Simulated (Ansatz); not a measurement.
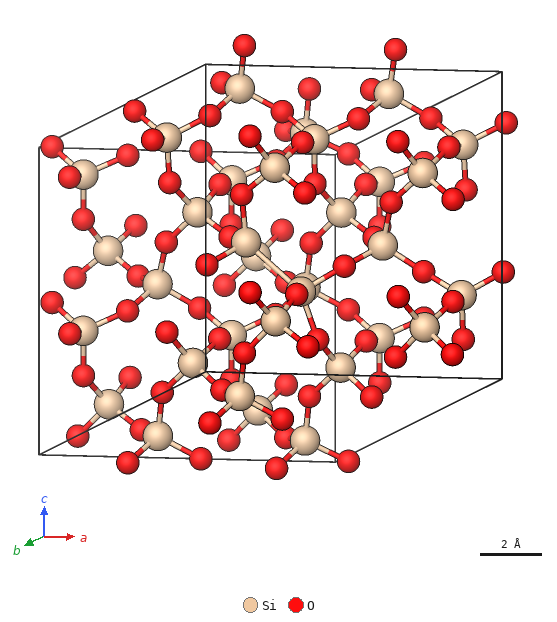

**Figure 1.** The structure (ball-and-stick view of the cell of the calculation, seen at an oblique angle; bonded neighbours outside the cell are drawn too). Near neighbours in the crystal (not all of them lie inside the picture): Si has 4 O at 1.59 to 1.64 Å; Si has 3 O at 1.67 to 1.72 Å and 1 Si at 2.47 Å; O has 2 Si at 1.59 to 1.72 Å.

**Run report: Si24O47 (charge −1), single-point calculation (part 1 of 2)**

- system: Si24O47 (defect cell, 71 atoms in the cell, total charge −1)
- method: DFT, HSE06, PAW, plane waves (Ansatz 0.2.0)

The input:
```yaml
crystal:
  lattice:
    - [9.901639, 0.000000, 0.000000]
    - [-4.950819, 8.575071, 0.000000]
    - [0.000000, 0.000000, 10.885880]
  atoms:
    - { symbol: Si, position: [0.237378, 0.001993, 0.170779] }
    - { symbol: Si, position: [0.231261, 0.996705, 0.668560] }
    - { symbol: Si, position: [0.237519, 0.498401, 0.168973] }
    - { symbol: Si, position: [0.248764, 0.491263, 0.657588] }
    - { symbol: Si, position: [0.741102, 0.003928, 0.163091] }
    - { symbol: Si, position: [0.732724, 0.000427, 0.664062] }
    - { symbol: Si, position: [0.734105, 0.495345, 0.164872] }
    - { symbol: Si, position: [0.740445, 0.502097, 0.671253] }
    - { symbol: Si, position: [0.995167, 0.233791, 0.335734] }
    - { symbol: Si, position: [0.002622, 0.237539, 0.826093] }
    - { symbol: Si, position: [0.999512, 0.733363, 0.331400] }
    - { symbol: Si, position: [0.001072, 0.735006, 0.840149] }
    - { symbol: Si, position: [0.470150, 0.264099, 0.343554], spin: 0.5 }
    - { symbol: Si, position: [0.499275, 0.234909, 0.831760] }
    - { symbol: Si, position: [0.504709, 0.741035, 0.331186] }
    - { symbol: Si, position: [0.501025, 0.732720, 0.832405] }
    - { symbol: Si, position: [0.262442, 0.261762, 0.998371] }
    - { symbol: Si, position: [0.276356, 0.248349, 0.494905], spin: 0.5 }
    - { symbol: Si, position: [0.269935, 0.766556, 0.004820] }
    - { symbol: Si, position: [0.266308, 0.762200, 0.497508] }
    - { symbol: Si, position: [0.771920, 0.272860, 0.996072] }
    - { symbol: Si, position: [0.747793, 0.266826, 0.500776] }
    - { symbol: Si, position: [0.764334, 0.762645, 0.000675] }
    - { symbol: Si, position: [0.767683, 0.765731, 0.499686] }
    - { symbol: O, position: [0.200866, 0.124353, 0.099535] }
    - { symbol: O, position: [0.191354, 0.124077, 0.614764] }
    - { symbol: O, position: [0.208423, 0.631019, 0.108290] }
    - { symbol: O, position: [0.217007, 0.621704, 0.594945] }
    - { symbol: O, position: [0.720731, 0.142227, 0.103393] }
    - { symbol: O, position: [0.698459, 0.128812, 0.602961] }
    - { symbol: O, position: [0.705854, 0.631997, 0.107716] }
    - { symbol: O, position: [0.712640, 0.634009, 0.606737] }
    - { symbol: O, position: [0.354989, 0.084715, 0.283007] }
    - { symbol: O, position: [0.367107, 0.071070, 0.773866] }
    - { symbol: O, position: [0.372378, 0.578262, 0.272468] }
    - { symbol: O, position: [0.369538, 0.570621, 0.772231] }
    - { symbol: O, position: [0.874421, 0.070671, 0.268040] }
    - { symbol: O, position: [0.863412, 0.075329, 0.771389] }
    - { symbol: O, position: [0.863017, 0.570976, 0.274768] }
    - { symbol: O, position: [0.862810, 0.572737, 0.784672] }
    - { symbol: O, position: [0.424761, 0.295064, 0.936111] }
    - { symbol: O, position: [0.431175, 0.803416, 0.434571] }
    - { symbol: O, position: [0.428577, 0.790519, 0.940802] }
    - { symbol: O, position: [0.895066, 0.283499, 0.423401] }
    - { symbol: O, position: [0.931110, 0.303781, 0.928721] }
    - { symbol: O, position: [0.929116, 0.795119, 0.438585] }
    - { symbol: O, position: [0.930143, 0.796566, 0.945803] }
    - { symbol: O, position: [0.122115, 0.209024, 0.407482] }
    - { symbol: O, position: [0.130339, 0.205928, 0.892246] }
    - { symbol: O, position: [0.132924, 0.704788, 0.391757] }
    - { symbol: O, position: [0.136824, 0.710244, 0.899256] }
    - { symbol: O, position: [0.598768, 0.232125, 0.420427] }
    - { symbol: O, position: [0.633182, 0.209136, 0.894397] }
    - { symbol: O, position: [0.635612, 0.710284, 0.393307] }
    - { symbol: O, position: [0.635391, 0.704244, 0.891210] }
    - { symbol: O, position: [0.076413, 0.367993, 0.230426] }
    - { symbol: O, position: [0.082098, 0.361449, 0.715222] }
    - { symbol: O, position: [0.071922, 0.861157, 0.222033] }
    - { symbol: O, position: [0.071448, 0.860888, 0.730510] }
    - { symbol: O, position: [0.575200, 0.350868, 0.212807] }
    - { symbol: O, position: [0.574604, 0.365974, 0.724222] }
    - { symbol: O, position: [0.578417, 0.872330, 0.223776] }
    - { symbol: O, position: [0.572790, 0.864829, 0.725738] }
    - { symbol: O, position: [0.292674, 0.422660, 0.061693] }
    - { symbol: O, position: [0.318377, 0.419511, 0.559760] }
    - { symbol: O, position: [0.305098, 0.928404, 0.069345] }
    - { symbol: O, position: [0.287539, 0.916066, 0.565942] }
    - { symbol: O, position: [0.806239, 0.437233, 0.054945] }
    - { symbol: O, position: [0.811618, 0.432112, 0.572897] }
    - { symbol: O, position: [0.791432, 0.926198, 0.054746] }
    - { symbol: O, position: [0.793698, 0.926483, 0.559754] }
  symmetry: { detect: false }
kpoints:
  mp_grid: { grid: [1, 1, 1], shift: [0.25, 0.25, 0.25] }
hamiltonian:
  xc: hse06
total_charge: -1
magnetization:
  spin_polarized: true
scf:
  occupations: { method: fermi_dirac, width: 0.01 }
output:
  forces: true
  eigenvalues: true
  populations: true
  charged_corrections: { epsilon: 4.5 }
  eigenstates: { kpoints: [[0.25, 0.25, 0.25]], e_range: [-6.0, 6.0], localisation: true }
```

Run on 8 threads of Arm Neoverse-V1, 18 GiB of memory available, shared host.

Command:
```bash
ansatz run in.yaml --threads 8 --pin off --max-ram 17100MiB --runs-dir r --events-out ev --progress --plain
```

What the program printed:
```
Pseudopotentials: kind: paw
Functional definition: HSE06
  parameter a = 0.25
  parameter omega = 0.11/bohr
  exchange = pbe_x - a*pbe_x_sr(omega) + a*exact_x_sr(omega)
  correlation = pbe_c
Crystal: 71 atoms, lattice volume = 924.290 Å³
Basis set: ecut = 420 eV, 18049 PW (Γ), exchange–correlation on 144×144×150 points (8 copies of the dense FFT grid, shifted against one another)
Bands: 261, of which v1, the nominal top of the filled ones, is band 190 counted from 1 (189 counted from 0)
Symmetry: 1 space group operations
k-points: 1
Non-local potential: Si, projectors of the file, l = 0: 2, l = 1: 2, l = 2: 2
Non-local potential: O, projectors of the file, l = 0: 2, l = 1: 2, l = 2: 1
PAW form: soft (Blöchl's): semilocal exchange-correlation on the pseudo side does not see the compensation charge
PAW frozen core: Si, regenerated for the run's functional, and the local potential with it (the file was generated under x = pbe(κ = 0.804, μ = 0.2195149727645171), c = pbe(β = 0.06672455060314922))
PAW frozen core: O, regenerated for the run's functional, and the local potential with it (the file was generated under x = pbe(κ = 0.804, μ = 0.2195149727645171), c = pbe(β = 0.06672455060314922))
PAW one-centre angular grid: Si, 110 points (default); XC on 64 Gauss nodes
PAW one-centre angular grid: O, 110 points (default); XC on 96 Gauss nodes
Initial density: superposition of atomic densities (chi_scale 0.1, normalization cell, long waves kept (reshape's long-wave potential 0.24 eV rms))
Starting moments: Σ|m| = 1 μB on 2 of 71 sites
Initial wavefunctions: pseudopotential atomic-orbital guess
Functional: x = pbe(κ = 0.804, μ = 0.2195149727645171), c = pbe(β = 0.06672455060314922), warm-up for x = pbe(κ = 0.804, μ = 0.2195149727645171) + 0.25 (exact − pbe) at short range (hse, ω = 0.20786987370883472 Å⁻¹), c = pbe(β = 0.06672455060314922); HSE06 as pw.x's `hse` composes it (authors' and Libxc's form: `xc: wpbeh`)
iter 1 solved again at ethr=3.36e-2 eV; its pass at ethr=1.00e-1 eV (dr2=1.27e2 eV) is discarded
SCF iter   1: F=—  HF=-42035.122367 eV  |F-HF|=—  |Δ(HF+E_count)|=         —  Δρ=6.08e-2 (↑6.08e-2 ↓6.04e-2)  dr2=1.26e2  dr2_m=8.73e-2  M=1.000 μB ∫|m|=1.037 μB  β_m=0.30  ethr=3.36e-2  ⟨swp⟩=2.0  Hψ=2816  notcnv=0
preconditioner: auto → none  [insulator: Δε(μ)=0.364 eV  Ē_g=14.043 eV  σ=0.010 eV  W_gap=1.00  n_scr=212 (ndim 8)  ℏωp=20.6 eV  f_vac=0.008  D(μ)=0.00/eV (n_scr^D=0)]
SCF iter   2: F=—  HF=-41999.338919 eV  |F-HF|=—  |Δ(HF+E_count)|=    3.58e1  Δρ=2.32e-2 (↑2.32e-2 ↓2.31e-2)  dr2=1.48e1  dr2_m=4.72e-2  M=1.000 μB ∫|m|=1.053 μB  β_m=0.30  ethr=3.31e-2  ⟨swp⟩=4.5  Hψ=1146  notcnv=0
SCF iter   3: F=—  HF=-41999.112658 eV  |F-HF|=—  |Δ(HF+E_count)|=   2.26e-1  Δρ=1.51e-2 (↑1.50e-2 ↓1.51e-2)  dr2=2.90e0  dr2_m=2.45e-2  M=1.000 μB ∫|m|=1.044 μB  β_m=0.30  ethr=3.91e-3  ⟨swp⟩=6.0  Hψ=1645  notcnv=0
SCF iter   4: F=—  HF=-41999.553740 eV  |F-HF|=—  |Δ(HF+E_count)|=   4.41e-1  Δρ=5.91e-3 (↑5.91e-3 ↓5.75e-3)  dr2=1.12e0  dr2_m=1.32e-2  M=1.000 μB ∫|m|=1.044 μB  β_m=0.30  ethr=7.66e-4  ⟨swp⟩=9.5  Hψ=1581  notcnv=0  defer=13
iter 5 solved again at ethr=5.00e-6 eV; its pass at ethr=2.94e-4 eV (dr2=1.89e-2 eV) is discarded
SCF iter   5: F=—  HF=-41999.361004 eV  |F-HF|=—  |Δ(HF+E_count)|=   1.93e-1  Δρ=1.22e-3 (↑1.20e-3 ↓1.22e-3)  dr2=1.76e-2  dr2_m=7.56e-3  M=1.000 μB ∫|m|=1.049 μB  β_m=0.30  ethr=5.00e-6  ⟨swp⟩=6.0  Hψ=2972  notcnv=0  defer=33
SCF iter   6: F=—  HF=-41999.369610 eV  |F-HF|=—  |Δ(HF+E_count)|=   8.61e-3  Δρ=8.23e-4 (↑8.23e-4 ↓7.88e-4)  dr2=2.33e-3  dr2_m=4.62e-3  M=1.000 μB ∫|m|=1.053 μB  β_m=0.30  ethr=4.65e-6  ⟨swp⟩=8.5  Hψ=1605  notcnv=0  defer=19
SCF iter   7: F=—  HF=-41999.376766 eV  |F-HF|=—  |Δ(HF+E_count)|=   7.16e-3  Δρ=5.95e-4 (↑5.95e-4 ↓5.73e-4)  dr2=2.80e-4  dr2_m=2.70e-3  M=1.000 μB ∫|m|=1.057 μB  β_m=0.30  ethr=6.16e-7  ⟨swp⟩=6.0  Hψ=1397  notcnv=0  defer=16
Mixer restart at iter 7: flushing history
spin-set hold released at iteration 7 (site moments contracting): the magnetisation degrees of freedom join the quasi-Newton model from the next iteration; the mixer history was flushed
SCF iter   8: F=—  HF=-41999.380415 eV  |F-HF|=—  |Δ(HF+E_count)|=   3.65e-3  Δρ=4.51e-4 (↑4.51e-4 ↓4.39e-4)  dr2=1.19e-4  dr2_m=1.59e-3  M=1.000 μB ∫|m|=1.061 μB  β_m=0.65  ethr=7.38e-8  ⟨swp⟩=7.0  Hψ=1322  notcnv=0  defer=14
SCF iter   9: F=-41999.385581 eV  HF=-41999.385658 eV  |F-HF|=7.66e-5  |Δ(HF+E_count)|=   5.24e-3  Δρ=8.33e-5 (↑8.33e-5 ↓6.61e-5)  dr2=1.22e-4  dr2_m=1.56e-5  M=1.000 μB ∫|m|=1.076 μB  ethr=3.14e-8  ⟨swp⟩=7.5  Hψ=1885  notcnv=0  defer=9
SCF 1 stopped early in 9 iterations: F = -41999.385581 eV  dr2 = 1.22e-4
  greatest PAW one-centre occupation: 0.870 electrons in one spin orbital (limit 2), on the O atom at site 59 (counted from 0), in its partial waves of l = 0
Initial density: handed on by an earlier stage of this run
Starting moments: Σ|m| = 1 μB on 2 of 71 sites; this step starts from the density that it was given
Initial wavefunctions: those handed on with the density
Functional: x = pbe(κ = 0.804, μ = 0.2195149727645171) + 0.25 (exact − pbe) at short range (hse, ω = 0.20786987370883472 Å⁻¹), c = pbe(β = 0.06672455060314922); HSE06 as pw.x's `hse` composes it (authors' and Libxc's form: `xc: wpbeh`)
Exchange kernel: α = 0.2500, screened, ω = 0.2079 Å⁻¹, Wigner–Seitz truncation, v(0) = 895.0449 eV·Å³, q-mesh 1×1×1, nearest image of the exchange supercell L = 9.90 Å, pair-density grid 45×45×54, without the augmentation charges, whose exchange is taken in its separable form (sized by the pseudopotential files, 60×60×75 at the most)
Frozen-core exchange: fock
SCF iter   1: F=—  HF=-42007.544158 eV  |F-HF|=—  |Δ(HF+E_count)|=         —  Δρ=3.44e-3 (↑3.44e-3 ↓3.43e-3)  dr2=3.26e-1  dr2_m=4.15e-4  M=1.000 μB ∫|m|=1.107 μB  β_m=0.30  ethr=3.22e-7  ⟨swp⟩=16.5  Hψ=3184  notcnv=0
preconditioner: auto → none  [insulator: Δε(μ)=2.108 eV  Ē_g=15.149 eV  σ=0.010 eV  W_gap=1.00  n_scr=212 (ndim 8)  ℏωp=20.6 eV  f_vac=0.112  D(μ)=0.00/eV (n_scr^D=0)]
SCF iter   2: F=—  HF=-42007.599832 eV  |F-HF|=—  |Δ(HF+E_count)|=   5.57e-2  Δρ=2.62e-3 (↑2.62e-3 ↓2.61e-3)  dr2=1.48e-1  dr2_m=3.63e-4  M=1.000 μB ∫|m|=1.104 μB  β_m=0.52  ethr=3.22e-7  ⟨swp⟩=8.0  Hψ=2146  notcnv=0
SCF iter   3: F=—  HF=-42007.548802 eV  |F-HF|=—  |Δ(HF+E_count)|=   5.10e-2  Δρ=9.16e-4 (↑9.13e-4 ↓9.16e-4)  dr2=1.58e-2  dr2_m=4.95e-5  M=1.000 μB ∫|m|=1.108 μB  β_m=0.58  ethr=3.22e-7  ⟨swp⟩=7.0  Hψ=2116  notcnv=0
SCF iter   4: F=—  HF=-42007.543948 eV  |F-HF|=—  |Δ(HF+E_count)|=   4.85e-3  Δρ=2.96e-4 (↑2.96e-4 ↓2.89e-4)  dr2=3.23e-3  dr2_m=1.47e-5  M=1.000 μB ∫|m|=1.108 μB  β_m=0.53  ethr=3.22e-7  ⟨swp⟩=5.0  Hψ=1860  notcnv=0
SCF iter   5: F=—  HF=-42007.542960 eV  |F-HF|=—  |Δ(HF+E_count)|=   9.89e-4  Δρ=1.63e-4 (↑1.63e-4 ↓1.59e-4)  dr2=9.27e-4  dr2_m=3.89e-6  M=1.000 μB ∫|m|=1.108 μB  β_m=0.67  ethr=3.22e-7  ⟨swp⟩=5.0  Hψ=948  notcnv=0  defer=7
SCF iter   6: F=-42007.542640 eV  HF=-42007.542648 eV  |F-HF|=7.46e-6  |Δ(HF+E_count)|=   3.12e-4  Δρ=2.71e-5 (↑2.71e-5 ↓2.51e-5)  dr2=1.33e-5  dr2_m=6.30e-7  M=1.000 μB ∫|m|=1.109 μB  ethr=2.42e-7  ⟨swp⟩=6.0  Hψ=1249  notcnv=0  defer=3
SCF 2 stopped early in 6 iterations: F = -42007.542640 eV  dr2 = 1.33e-5
  Residual-converged pass: ⟨swp⟩=4.0  Hψ=1528  notcnv=0  max |occ|·‖R‖ = 6.2e-6 eV (tolerance 6.7e-6 eV)  dr2=1.30e-5  dr2_m=6.37e-7  dr2_onsite=1.27e-6  max |Δocc| = 0.0e0
  greatest PAW one-centre occupation: 0.873 electrons in one spin orbital (limit 2), on the O atom at site 59 (counted from 0), in its partial waves of l = 0
hybrid outer 1: dexx = +1.359e-1 eV, tail = 1.44e-4 eV
SCF iter   1: F=—  HF=-42007.541139 eV  |F-HF|=—  |Δ(HF+E_count)|=         —  Δρ=1.11e-5 (↑1.11e-5 ↓1.11e-5)  dr2=8.30e-7  dr2_m=1.67e-7  M=1.000 μB ∫|m|=1.109 μB  β_m=0.30  ethr=1.90e-7  ⟨swp⟩=14.5  Hψ=1544  notcnv=0
preconditioner: auto → none  [insulator: Δε(μ)=2.221 eV  Ē_g=15.129 eV  σ=0.010 eV  W_gap=1.00  n_scr=212 (ndim 8)  ℏωp=20.6 eV  f_vac=0.124  D(μ)=0.00/eV (n_scr^D=0)]
SCF iter   2: F=—  HF=-42007.541142 eV  |F-HF|=—  |Δ(HF+E_count)|=   2.55e-6  Δρ=8.85e-6 (↑8.56e-6 ↓8.85e-6)  dr2=5.60e-7  dr2_m=1.14e-7  M=1.000 μB ∫|m|=1.109 μB  β_m=0.49  ethr=1.92e-10  ⟨swp⟩=6.0  Hψ=1585  notcnv=0  defer=13
SCF iter   3: F=—  HF=-42007.541142 eV  |F-HF|=—  |Δ(HF+E_count)|=   4.75e-7  Δρ=4.76e-6 (↑4.76e-6 ↓4.38e-6)  dr2=1.17e-7  dr2_m=4.37e-8  M=1.000 μB ∫|m|=1.109 μB  β_m=0.64  ethr=1.47e-10  ⟨swp⟩=4.0  Hψ=1000  notcnv=0  defer=24
SCF iter   4: F=—  HF=-42007.541142 eV  |F-HF|=—  |Δ(HF+E_count)|=   2.15e-7  Δρ=1.19e-6 (↑1.13e-6 ↓1.19e-6)  dr2=1.84e-8  dr2_m=4.38e-9  M=1.000 μB ∫|m|=1.109 μB  β_m=0.64  ethr=3.05e-11  ⟨swp⟩=6.0  Hψ=1459  notcnv=0  defer=21
SCF iter   5: F=—  HF=-42007.541142 eV  |F-HF|=—  |Δ(HF+E_count)|=   5.11e-9  Δρ=5.37e-7 (↑5.37e-7 ↓4.32e-7)  dr2=3.80e-9  dr2_m=6.28e-10  M=1.000 μB ∫|m|=1.109 μB  β_m=0.70  ethr=4.68e-12  ⟨swp⟩=6.5  Hψ=1256  notcnv=0  defer=17
SCF iter   6: F=—  HF=-42007.541142 eV  |F-HF|=—  |Δ(HF+E_count)|=  2.98e-10  Δρ=1.70e-7 (↑1.70e-7 ↓1.53e-7)  dr2=3.28e-10  dr2_m=1.15e-10  M=1.000 μB ∫|m|=1.109 μB  β_m=0.75  ethr=1.21e-12 (applied; sched 1.00e-12)  ⟨swp⟩=9.5  Hψ=967  notcnv=0
SCF iter   7: F=-42007.541142 eV  HF=-42007.541142 eV  |F-HF|=3.64e-11  |Δ(HF+E_count)|=  1.31e-10  Δρ=8.02e-8 (↑6.89e-8 ↓8.02e-8)  dr2=8.53e-11  dr2_m=1.95e-11  M=1.000 μB ∫|m|=1.109 μB  ethr=1.22e-12 (applied; sched 1.00e-12)  ⟨swp⟩=9.0  Hψ=944  notcnv=0
SCF 3 converged in 7 iterations: F = -42007.541142 eV  dr2 = 8.53e-11
  Residual-converged pass: ⟨swp⟩=3.5  Hψ=1184  notcnv=0  max |occ|·‖R‖ = 1.9e-7 eV (tolerance 2.7e-7 eV)  dr2=1.09e-10  dr2_m=2.12e-11  dr2_onsite=8.46e-12  max |Δocc| = 0.0e0
```

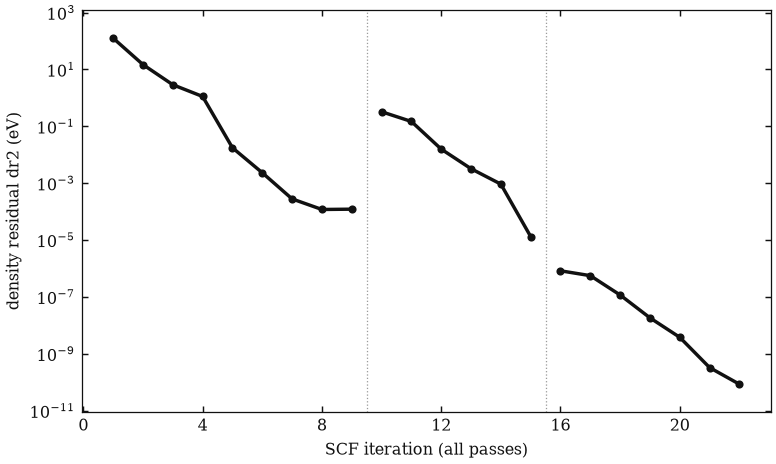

**Figure 2.** Convergence of the self-consistent field: density residual dr2 against the SCF iteration. The run starts with a semilocal functional; after that each stretch between dotted lines is one SCF of the hybrid functional between two exact rebuilds of the exchange operator by the outer loop. Early passes are stopped at a loose threshold. The passes take 9, 6 and 7 iterations.

```
hybrid outer 2: dexx = +1.919e-6 eV, tail = 1.77e-8 eV, Δε = 1.77e-3 eV (about 2.12e-5 eV left of the loop's levels), ΔF = 3.37e-3 eV/Å (tail 1.90e-4)
NSCF: frozen V_eff on 1 k-points
this state was not tested for a lower state beside it, because the functional holds exact exchange (a hybrid, or Hartree-Fock), whose exchange loop this test does not read (fock_operator); the stability check (scf.self_checks: high) cannot read this state: a pseudopotential is PAW: the check reads norm-conserving sets alone
hybrid SCF converged: 2 outer / 13 inner (+9 warm-up), last move |dexx| = 1.92e-6 eV, tail = 1.77e-8 eV
Magnetization: 1.0000 μB (190.0000 up, 189.0000 down)
Absolute magnetization: 1.1143 μB (∫|ρ↑−ρ↓|, with the PAW one-centre terms)
Spin contamination: 0.0081 ħ² per cell (⟨S²⟩ above its minimum at these occupations)
Per-site moments (μB) at R_I (Å): [(0.00012582822753177101, 0.6607408509801778), (-0.0003928107387456929, 0.6636051489660929), (1.0295788877773448e-6, 0.6651026280814853), (0.0001666408421204243, 0.6656071269748947), (1.8079892774745727e-5, 0.666691424324369), (1.9231747900008386e-5, 0.6657530546985932), (0.0013359485787174706, 0.6578786781469013), (-8.141386096875291e-7, 0.6666157891625532), (0.0
Free energy (F): -42007.541142 eV
Harris-Foulkes:  -42007.541142 eV  (|F-HF|=3.64e-11)
Internal energy: -42007.541142 eV  (E = F + TS)
E sigma→0 (E₀):  -42007.541142 eV
Fermi energy:    7.908474 eV
```
